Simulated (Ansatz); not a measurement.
System: ZnO, space group Fm-3m (No. 225) (cell built by us, not taken from a database).

Input of the run:
```
crystal:
  lattice:
    - [0.0, 2.16499767, 2.16499767]
    - [2.16499767, 0.0, 2.16499767]
    - [2.16499767, 2.16499767, 0.0]
  atoms:
    - { symbol: Zn, position: [0.5, 0.5, 0.5] }
    - { symbol: O, position: [0.0, 0.0, 0.0] }
basis:
  ecutwfc: 420
kpoints:
  mp_grid: { grid: [12, 12, 12] }
hamiltonian:
  xc: pbe
scf:
  occupations: { method: fixed }
output:
  forces: true
  stress: true
  eigenvalues: true
elastic:
  mode: relaxed_ion
  stencil: two_point
```

Command:
```bash
ansatz run input.yaml --threads 1 --pin off --max-ram 2560MiB --backend cpu --events-out ev --progress --plain --runs-dir out
```

How it was computed, with Ansatz 0.2.0: elastic stress-strain coefficients at zero temperature from small strains of the given cell, Voigt order xx yy zz yz xz xy, Cartesian axes of the cell vectors; plane waves with PAW datasets, Γ-centred k mesh. Level: PBE, no spin polarisation.

wave cutoff 420 eV; k mesh 12×12×12; occupations fixed; ions relaxed; strain amplitude 0.002.

Predict the stiffness matrix in Voigt order.

All six eigenvalues of the matrix are positive (the least is 77.5 GPa), so the crystal is mechanically stable. Over all directions E runs from 108 to 213 GPa, a ratio of 1.98. E is 108 GPa along x, y and z alike, and 213 GPa along the body diagonal x + y + z. The Hill averages are K = 165 GPa and G = 61 GPa, Poisson's ratio 0.34; K/G = 2.70.

Stiffness matrix C (GPa), Voigt order:
|  | xx | yy | zz | yz | xz | xy |
| --- | --- | --- | --- | --- | --- | --- |
| xx | 216.9 | 139.4 | 139.4 | 0.0 | 0.0 | 0.0 |
| yy | 139.4 | 216.9 | 139.4 | 0.0 | 0.0 | 0.0 |
| zz | 139.4 | 139.4 | 216.9 | 0.0 | 0.0 | 0.0 |
| yz | 0.0 | 0.0 | 0.0 | 82.9 | 0.0 | 0.0 |
| xz | 0.0 | 0.0 | 0.0 | 0.0 | 82.9 | 0.0 |
| xy | 0.0 | 0.0 | 0.0 | 0.0 | 0.0 | 82.9 |

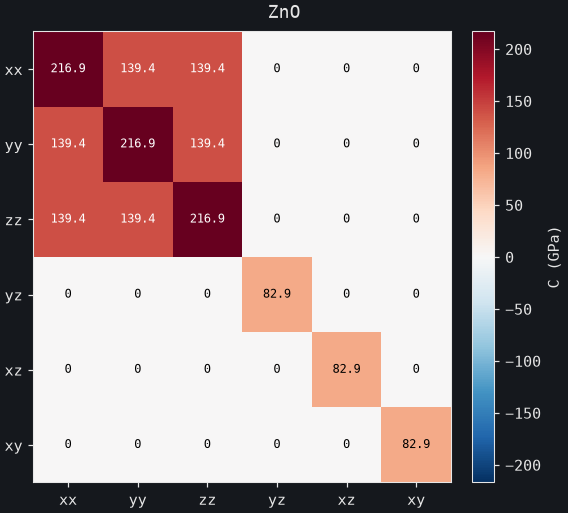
